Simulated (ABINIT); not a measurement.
# Band-structure run, with input and output: ScAl$_{3}$ (part 1 of 4)

System: ScAl$_{3}$ (Pm-3m, 4 atoms in the cell).
Method: Kohn-Sham DFT of a periodic cell, HCTH407, JTH PAW PBE v2.0, no spin polarisation (ABINIT 10.8.3).

The structure derives from a Materials Project entry.

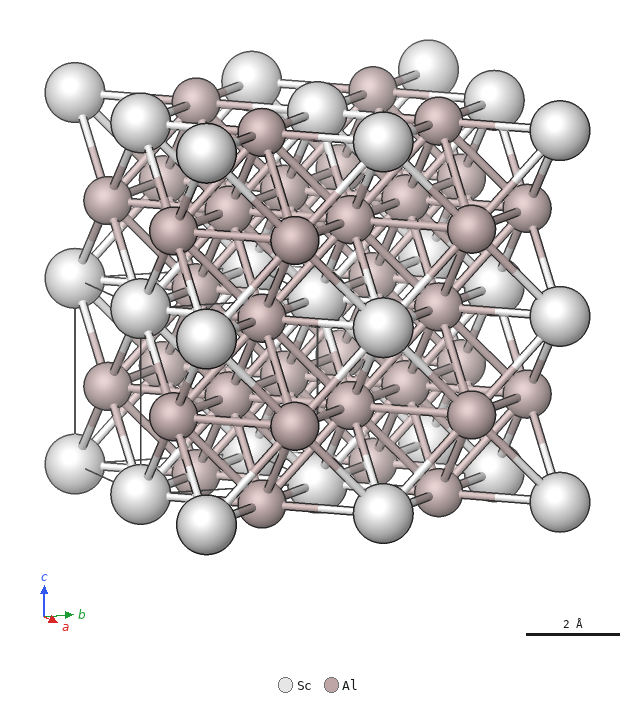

Fig. 1: The input geometry (ball-and-stick view of the cell of the calculation, repeated 2 × 2 × 2, seen slightly off an axis).

### Input
```
ndtset 2

pp_dirpath "./"
pseudos "Sc.GGA_PBE-JTH.xml, Al.GGA_PBE-JTH.xml"

acell 3*1.0
rprim
     7.7248348677     0.0000000000     0.0000000000
     0.0000000000     7.7248348677     0.0000000000
     0.0000000000     0.0000000000     7.7248348677
ntypat 2
znucl 21 13
natom 4
typat 1 2 2 2
xred
     0.0000000000     0.0000000000     0.0000000000
     0.5000000000     0.5000000000     0.0000000000
     0.0000000000     0.5000000000     0.5000000000
     0.5000000000     0.0000000000     0.5000000000

ecut 544.227725 eV
pawecutdg 40.0

ixc 27

occopt 3
tsmear 0.00183747

nstep 100

iomode 3
prtwf 0
prteig 0
prtebands 0
prtden1 1
prtvha1 1
prtvclmb1 1
prtpot1 1

kptopt1 1
ngkpt1 7 7 7
nshiftk1 1
shiftk1 0.0 0.0 0.0
nband1 14
tolvrs1 1.0e-9

iscf2 -2
getden2 1
nband2 18
nbdbuf2 2
tolwfr2 1.0e-12
kptopt2 -5
ndivsm2 6
prteig2 1
kptbounds2
     0.0000000000     0.0000000000     0.0000000000
     0.0000000000     0.5000000000     0.0000000000
     0.5000000000     0.5000000000     0.0000000000
     0.0000000000     0.0000000000     0.0000000000
     0.5000000000     0.5000000000     0.5000000000
     0.0000000000     0.5000000000     0.0000000000
```

Run as:
```bash
abinit run.abi > log 2>&1
```

### Output
```
.Version 10.8.3 of ABINIT
 DATASET    1 : space group Pm -3 m (#221); Bravais cP (primitive cubic)
================================================================================
 Values of the parameters that define the memory need for DATASET  1.
     intxc =       0    ionmov =       0      iscf =       7    lmnmax =      18
     lnmax =       6     mgfft =      32  mpssoang =       3    mqgrid =    3001
     natom =       4  nloc_mem =       2    nspden =       1   nspinor =       1
    nsppol =       1      nsym =      48    n1xccc =       1    ntypat =       2
    occopt =       3   xclevel =       2
       mpw =        1987          nfft =       32768          nkpt =          20
 PAW method is used; the additional fine FFT grid is defined by:
   mgfftf=        45    nfftf =     91125
================================================================================
================================================================================

 DATASET    2 : space group Pm -3 m (#221); Bravais cP (primitive cubic)
================================================================================
 Values of the parameters that define the memory need for DATASET  2.
     intxc =       0    ionmov =       0      iscf =      -2    lmnmax =      18
     lnmax =       6     mgfft =      32  mpssoang =       3    mqgrid =    3001
     natom =       4  nloc_mem =       2    nspden =       1   nspinor =       1
    nsppol =       1      nsym =      48    n1xccc =       1    ntypat =       2
    occopt =       3   xclevel =       2
       mpw =        1986          nfft =       32768          nkpt =          39
 PAW method is used; the additional fine FFT grid is defined by:
   mgfftf=        45    nfftf =     91125
================================================================================
================================================================================

--------------------------------------------------------------------------------
------------- Echo of variables that govern the present computation ------------
--------------------------------------------------------------------------------
 -outvars: echo values of preprocessed input variables --------
            acell      1.0000000000E+00  1.0000000000E+00  1.0000000000E+00 Bohr
              amu      4.49559100E+01  2.69815390E+01
             ecut      2.00000000E+01 Hartree
           getden1          0
           getden2          1
             iscf1          7
             iscf2         -2
              ixc          27
           jdtset        1    2
           kptopt1          1
           kptopt2         -5
         kptrlatt        7    0    0      0    7    0      0    0    7
          kptrlen1     5.40738441E+01
          kptrlen2     3.00000000E+01
            natom           4
            nband1         14
            nband2         18
           nbdbuf1          0
           nbdbuf2          2
           ndtset           2
           ndivsm1          0
           ndivsm2          6
            ngfft          32      32      32
          ngfftdg          45      45      45
             nkpt1         20
             nkpt2         39
            nstep         100
             nsym          48
           ntypat           2
           occopt           3
        pawecutdg      4.00000000E+01 Hartree
         pawxcdev           0
        prtebands           0
           prteig1          0
           prteig2          1
           prtpot1          1
           prtpot2          0
         prtvclmb1          1
         prtvclmb2          0
           prtvha1          1
           prtvha2          0
            prtwf           0
            rprim      7.7248348677E+00  0.0000000000E+00  0.0000000000E+00
                       0.0000000000E+00  7.7248348677E+00  0.0000000000E+00
                       0.0000000000E+00  0.0000000000E+00  7.7248348677E+00
           shiftk1     0.00000000E+00  0.00000000E+00  0.00000000E+00
           shiftk2     5.00000000E-01  5.00000000E-01  5.00000000E-01
          spgroup         221
           tolvrs1     1.00000000E-09
           tolvrs2     0.00000000E+00
           tolwfr1     0.00000000E+00
           tolwfr2     1.00000000E-12
           tsmear      1.83747000E-03 Hartree
            typat      1  2  2  2
           useylm           1
           xangst      0.0000000000E+00  0.0000000000E+00  0.0000000000E+00
                       2.0439032836E+00  2.0439032836E+00  0.0000000000E+00
                       0.0000000000E+00  2.0439032836E+00  2.0439032836E+00
                       2.0439032836E+00  0.0000000000E+00  2.0439032836E+00
            xcart      0.0000000000E+00  0.0000000000E+00  0.0000000000E+00
                       3.8624174339E+00  3.8624174339E+00  0.0000000000E+00
                       0.0000000000E+00  3.8624174339E+00  3.8624174339E+00
                       3.8624174339E+00  0.0000000000E+00  3.8624174339E+00
             xred      0.0000000000E+00  0.0000000000E+00  0.0000000000E+00
                       5.0000000000E-01  5.0000000000E-01  0.0000000000E+00
                       0.0000000000E+00  5.0000000000E-01  5.0000000000E-01
                       5.0000000000E-01  0.0000000000E+00  5.0000000000E-01
            znucl       21.00000   13.00000

================================================================================

 chkinp: Checking input parameters for consistency, jdtset=   1.

 chkinp: Checking input parameters for consistency, jdtset=   2.

================================================================================
== DATASET  1 ==================================================================

--- !DatasetInfo
iteration_state: {dtset: 1, }
dimensions: {natom: 4, nkpt: 20, mband: 14, nsppol: 1, nspinor: 1, nspden: 1, mpw: 1987, }
cutoff_energies: {ecut:  20.0, pawecutdg:  40.0, }
electrons: {nelect:   2.00000000E+01, charge:   0.00000000E+00, occopt:   3.00000000E+00, tsmear:   1.83747000E-03, }
meta: {optdriver: 0, ionmov: 0, optcell: 0, iscf: 7, paral_kgb: 0, }
...

 Exchange-correlation functional for the present dataset will be:
  GGA: HCTH407 functional - ixc=27
  A.D. Boese, and N.C. Handy, JCP 114, 5497 (2001)

 Real(R)+Recip(G) space primitive vectors, cartesian coordinates (Bohr,Bohr^-1):
 R(1)=  7.7248349  0.0000000  0.0000000  G(1)=  0.1294526  0.0000000  0.0000000
 R(2)=  0.0000000  7.7248349  0.0000000  G(2)=  0.0000000  0.1294526  0.0000000
 R(3)=  0.0000000  0.0000000  7.7248349  G(3)=  0.0000000  0.0000000  0.1294526
 Unit cell volume ucvol=  4.6096464E+02 bohr^3
 Angles (23,13,12)=  9.00000000E+01  9.00000000E+01  9.00000000E+01 degrees

 Coarse grid specifications (used for wave-functions):

 getcut: wavevector=  0.0000  0.0000  0.0000  ngfft=  32  32  32
         ecut(hartree)=     20.000   => boxcut(ratio)=   2.05769

 Fine grid specifications (used for densities):

 getcut: wavevector=  0.0000  0.0000  0.0000  ngfft=  45  45  45
         ecut(hartree)=     40.000   => boxcut(ratio)=   2.00064

--- Pseudopotential description ------------------------------------------------
- pspini: atom type   1  psp file is ./Sc.GGA_PBE-JTH.xml
 Pseudopotential format is: paw10
 basis_size (lnmax)=  6 (lmn_size= 18), orbitals=   0   0   1   1   2   2
 Spheres core radius: rc_sph= 2.41050872
 Shapefunction is BESSEL type: shapef(r,l)=aa(1,l)*jl(q(1,l)*r)+aa(2,l)*jl(q(2,l)*r)
 Radius for shape functions =  2.10063212
 Compensation charge density is not taken into account in XC energy/potential

- pspini: atom type   2  psp file is ./Al.GGA_PBE-JTH.xml
 Pseudopotential format is: paw10
 basis_size (lnmax)=  4 (lmn_size=  8), orbitals=   0   0   1   1
 Spheres core radius: rc_sph= 1.90363307
 Shapefunction is SIN type: shapef(r)=[sin(pi*r/rshp)/(pi*r/rshp)]**2
 Radius for shape functions =  1.60786206
 Compensation charge density is not taken into account in XC energy/potential

   9.45826179E+01                                ecore*ucvol(ha*bohr**3)
--------------------------------------------------------------------------------

================================================================================

--- !BeginCycle
iteration_state: {dtset: 1, }
solver: {iscf: 7, nstep: 100, nline: 4, wfoptalg: 10, }
tolerances: {tolvrs: 1.00E-09, }
...

     iter   Etot(hartree)      deltaE(h)  residm     vres2
 ETOT  1  -53.217420707795    -5.322E+01 3.172E-01 9.862E+02
 ETOT  2  -53.551403395617    -3.340E-01 1.821E-01 7.677E+02
 ETOT  3  -53.570564941043    -1.916E-02 4.774E-02 1.391E+02
 ETOT  4  -53.574452054726    -3.887E-03 1.940E-02 2.518E+01
 ETOT  5  -53.575021700757    -5.696E-04 7.592E-03 9.894E-01
 ETOT  6  -53.575058341688    -3.664E-05 1.919E-03 1.741E-01
 ETOT  7  -53.575061506271    -3.165E-06 3.248E-04 4.509E-02
 ETOT  8  -53.575062376981    -8.707E-07 6.780E-04 4.913E-03
 ETOT  9  -53.575062466430    -8.945E-08 1.227E-04 9.413E-04
 ETOT 10  -53.575062491511    -2.508E-08 3.063E-04 1.707E-04
 ETOT 11  -53.575062495401    -3.890E-09 5.247E-05 1.470E-05
 ETOT 12  -53.575062495765    -3.640E-10 1.505E-04 1.805E-06
 ETOT 13  -53.575062495826    -6.090E-11 4.010E-05 3.527E-07
 ETOT 14  -53.575062495836    -9.855E-12 1.448E-04 2.944E-08
 ETOT 15  -53.575062495842    -5.670E-12 2.949E-05 6.145E-09
 ETOT 16  -53.575062495836     5.741E-12 1.262E-04 6.860E-10

 At SCF step   16       vres2   =  6.86E-10 < tolvrs=  1.00E-09 =>converged.

 Cartesian components of stress tensor (hartree/bohr^3)
  sigma(1 1)=  1.92728168E-04  sigma(3 2)=  0.00000000E+00
  sigma(2 2)=  1.92728168E-04  sigma(3 1)=  0.00000000E+00
  sigma(3 3)=  1.92728168E-04  sigma(2 1)=  0.00000000E+00

--- !ResultsGS
iteration_state: {dtset: 1, }
comment   : Summary of ground state results
lattice_vectors:
- [  7.7248349,   0.0000000,   0.0000000, ]
- [  0.0000000,   7.7248349,   0.0000000, ]
- [  0.0000000,   0.0000000,   7.7248349, ]
lattice_lengths: [   7.72483,    7.72483,    7.72483, ]
lattice_angles: [ 90.000,  90.000,  90.000, ] # degrees, (23, 13, 12)
lattice_volume:   4.6096464E+02
convergence: {deltae:  5.741E-12, res2:  6.860E-10, residm:  1.262E-04, diffor: null, }
etotal    :  -5.35750625E+01
entropy   :   0.00000000E+00
fermie    :   3.13109884E-01
cartesian_stress_tensor: # hartree/bohr^3
- [  1.92728168E-04,   0.00000000E+00,   0.00000000E+00, ]
- [  0.00000000E+00,   1.92728168E-04,   0.00000000E+00, ]
- [  0.00000000E+00,   0.00000000E+00,   1.92728168E-04, ]
pressure_GPa:  -5.6703E+00
xred      :
- [  0.0000E+00,   0.0000E+00,   0.0000E+00, Sc]
- [  5.0000E-01,   5.0000E-01,   0.0000E+00, Al]
- [  0.0000E+00,   5.0000E-01,   5.0000E-01, Al]
- [  5.0000E-01,   0.0000E+00,   5.0000E-01, Al]
cartesian_forces: # hartree/bohr
- [ -0.00000000E+00,  -0.00000000E+00,  -0.00000000E+00, ]
- [ -0.00000000E+00,  -0.00000000E+00,  -0.00000000E+00, ]
- [ -0.00000000E+00,  -0.00000000E+00,  -0.00000000E+00, ]
- [ -0.00000000E+00,  -0.00000000E+00,  -0.00000000E+00, ]
force_length_stats: {min:   0.00000000E+00, max:   0.00000000E+00, mean:   0.00000000E+00, }
...

 Integrated electronic density in atomic spheres:
 ------------------------------------------------
 Atom  Sphere_radius  Integrated_density
    1        2.41051          9.33123271
    2        1.90363          0.69258246
    3        1.90363          0.69258246
    4        1.90363          0.69258246

================================================================================

 ----iterations are completed or convergence reached----

 Mean square residual over all n,k,spin=   51.132E-08; max=  12.623E-05
 reduced coordinates (array xred) for    4 atoms
       0.000000000000      0.000000000000      0.000000000000
       0.500000000000      0.500000000000      0.000000000000
       0.000000000000      0.500000000000      0.500000000000
       0.500000000000      0.000000000000      0.500000000000
 rms dE/dt=  0.0000E+00; max dE/dt=  0.0000E+00; dE/dt below (all hartree)
    1       0.000000000000      0.000000000000      0.000000000000
    2       0.000000000000      0.000000000000      0.000000000000
    3       0.000000000000      0.000000000000      0.000000000000
    4       0.000000000000      0.000000000000      0.000000000000

 cartesian coordinates (angstrom) at end:
    1      0.00000000000000     0.00000000000000     0.00000000000000
    2      2.04390328360126     2.04390328360126     0.00000000000000
    3      0.00000000000000     2.04390328360126     2.04390328360126
    4      2.04390328360126     0.00000000000000     2.04390328360126

 cartesian forces (hartree/bohr) at end:
    1     -0.00000000000000    -0.00000000000000    -0.00000000000000
    2     -0.00000000000000    -0.00000000000000    -0.00000000000000
    3     -0.00000000000000    -0.00000000000000    -0.00000000000000
    4     -0.00000000000000    -0.00000000000000    -0.00000000000000
 frms,max,avg= 0.0000000E+00 0.0000000E+00   0.000E+00  0.000E+00  0.000E+00 h/b

 cartesian forces (eV/Angstrom) at end:
    1     -0.00000000000000    -0.00000000000000    -0.00000000000000
    2     -0.00000000000000    -0.00000000000000    -0.00000000000000
    3     -0.00000000000000    -0.00000000000000    -0.00000000000000
    4     -0.00000000000000    -0.00000000000000    -0.00000000000000
 frms,max,avg= 0.0000000E+00 0.0000000E+00   0.000E+00  0.000E+00  0.000E+00 e/A
 length scales=  1.000000000000  1.000000000000  1.000000000000 bohr
              =  0.529177210544  0.529177210544  0.529177210544 angstroms
 Fermi (or HOMO) energy (hartree) =   0.31311   Average Vxc (hartree)=  -0.38659
 Eigenvalues (hartree) for nkpt=  20  k points:
 kpt#   1, nband= 14, wtk=  0.00292, kpt=  0.0000  0.0000  0.0000 (reduced coord)
  -1.49040   -0.70569   -0.70569   -0.70569   -0.05226    0.21964    0.21964    0.25009
   0.25009    0.25009    0.33775    0.36484    0.36484    0.36484
      occupation numbers for kpt#   1
   2.00000    2.00000    2.00000    2.00000    2.00000    2.00000    2.00000    2.00000
   2.00000    2.00000    0.00000    0.00000    0.00000    0.00000
 prteigrs : prtvol=0 or 1, do not print more k-points.

--- !EnergyTerms
iteration_state     : {dtset: 1, }
comment             : Components of total free energy in Hartree
kinetic             :  9.08131235652307E+00
hartree             :  1.52354579574056E+01
xc                  : -6.58278832009540E+00
Ewald energy        : -3.66813959533253E+01
psp_core            :  2.05184106482934E-01
local_psp           : -4.49222110610564E+01
PAW spherical_terms :  1.00898043649942E+01
internal            : -5.35746365490712E+01
'-kT*entropy'       : -4.25946764568386E-04
total_energy        : -5.35750624958358E+01
total_energy_eV     : -1.45785171872676E+03
...

--- !EnergyTermsDC
iteration_state     : {dtset: 1, }
comment             : '"Double-counting" decomposition of free energy'
band_energy         : -5.11531800380721E+00
Ewald energy        : -3.66813959533253E+01
psp_core            :  2.05184106482934E-01
xc_dc               : -1.42673705182787E+01
PAW spherical_terms :  2.28426370104835E+00
internal            : -5.35746366678800E+01
'-kT*entropy'       : -4.25946764568386E-04
total_energy_dc     : -5.35750626146446E+01
total_energy_dc_eV  : -1.45785172195971E+03
...

--- !EnergyTermsWithPAWCore
iteration_state     : {dtset: 1, }
comment             : 'Components of total free energy, including PAW core contributions'
Total energy        : -1.49358072275815E+03
Total energy DC     : -1.49358072287696E+03
Total energy (eV)   : -4.06424019365235E+04
Total energy DC (eV): -4.06424019397565E+04
...

 Cartesian components of stress tensor (hartree/bohr^3)
  sigma(1 1)=  1.92728168E-04  sigma(3 2)=  0.00000000E+00
  sigma(2 2)=  1.92728168E-04  sigma(3 1)=  0.00000000E+00
  sigma(3 3)=  1.92728168E-04  sigma(2 1)=  0.00000000E+00
```
